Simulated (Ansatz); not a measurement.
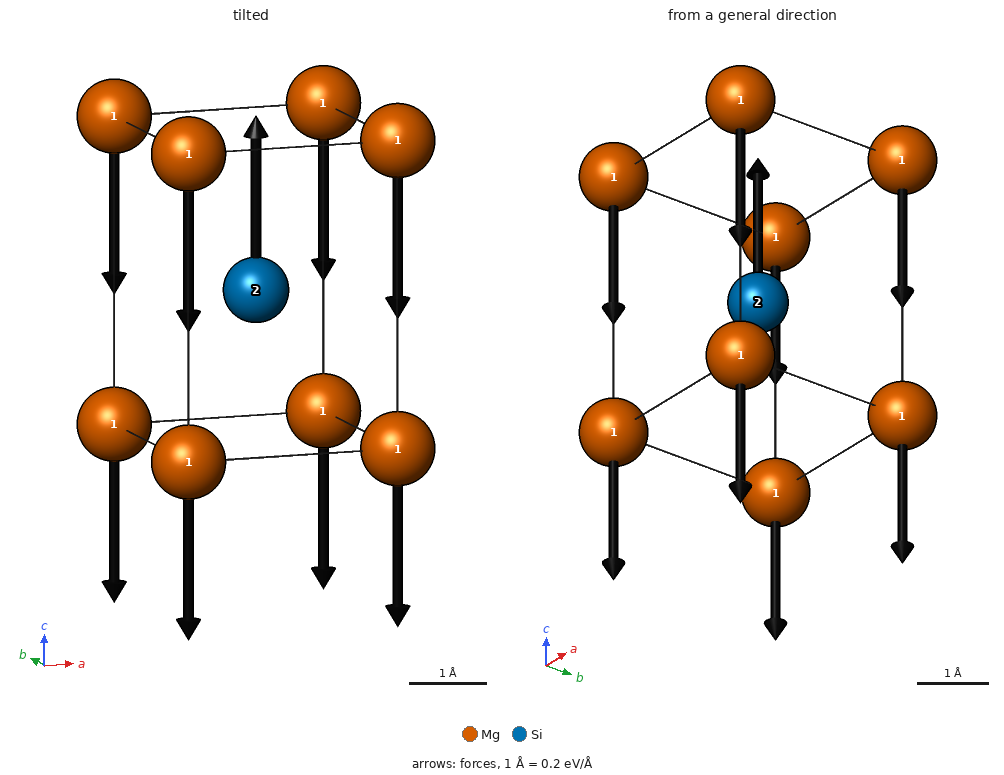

Shown here is a spheres-only view of the crystal, taken slightly off an axis and from a general direction. The edges of the simulation cell are marked. The arrows are the computed forces on the atoms.

System: MgSi. Method used: DFT r2SCAN, scalar-relativistic, plane waves, PAW in Ansatz 0.2.0. It ran with a cutoff energy of 500 eV, Brillouin-zone sampling on a 16×16×12 mesh, Gaussian smearing of 0.15 eV, no spin polarisation.

Question: Is the structure at a minimum of the energy?

Answer: No. The atoms still feel forces of up to about 0.38 eV/Å, far above a usual threshold of 0.01 to 0.03 eV/Å.

Question: Which atom feels the largest force?

Answer: Mg1 and Si2, about 0.38 eV/Å.

The cell started as a structure listed in the Materials Project. The cell was then strained or its atoms displaced on purpose. It went into a calculation with Ansatz.
